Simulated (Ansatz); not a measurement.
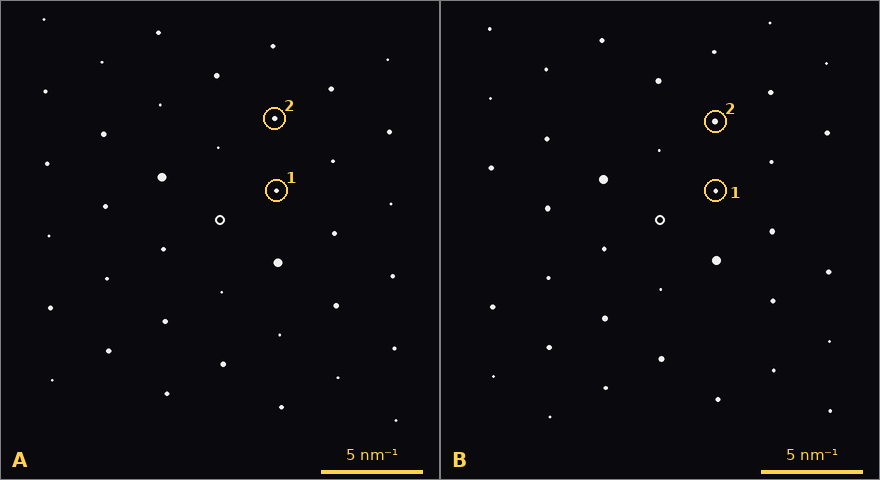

Kinematic electron diffraction patterns (120 kV, B = 0.5 Å², same scale) along [011] of the run's own cell, for the start and the end of one relaxation of ZrS2 with DFT PBE, scalar-relativistic, plane waves, PAW (Ansatz). k mesh 10×10×6. The start is a known structure type, and the relaxation ends in the nearest stationary point of its symmetry, not necessarily the ground state. Spot 1 is -1 0 0 and spot 2 is -1 -1 1 in both.

Start structure:

```yaml
crystal:
  lattice:
    - [3.64083, 0.00000, 0.00000]
    - [-1.82041, 3.15305, 0.00000]
    - [0.00000, 0.00000, 5.87341]
  atoms:
    - { symbol: Zr, position: [0.00000, 0.00000, 0.00000] }
    - { symbol: S, position: [0.33333, 0.66667, 0.25200] }
    - { symbol: S, position: [0.66667, 0.33333, 0.74800] }
```

Which pattern belongs to the start structure, and which to the relaxed one?

Answer. A is the start: its cell gives d(1) = 3.153 Å, d(2) = 1.739 Å and an angle of 34.2°. B is the relaxed structure, with d(1) = 3.191 Å (+1.2 %), d(2) = 1.778 Å (+2.2 %) and 33.3°.

Name reflections whose intensity changes strongly on relaxation.

Answer. 0 2 -2 goes from 12 to 23 % of the strongest spot; 1 1 -1 goes from 9.4 to 17 % of the strongest spot; 3 -2 2 goes from 6.1 to 11 % of the strongest spot.

What did the relaxation do to the structure and the energy?

Answer. The volume changed by +17.9 % to 26.49 Å³ an atom; with the mean shift removed, the atoms moved by up to 0.25 Å relative to the cell (S most); the space group stayed P-3m1 (No. 164); the free energy fell by 16 meV an atom. Relaxed cell: a = 3.685 Å, b = 3.685 Å, c = 6.758 Å, α = 90.00°, β = 90.00°, γ = 120.00°.
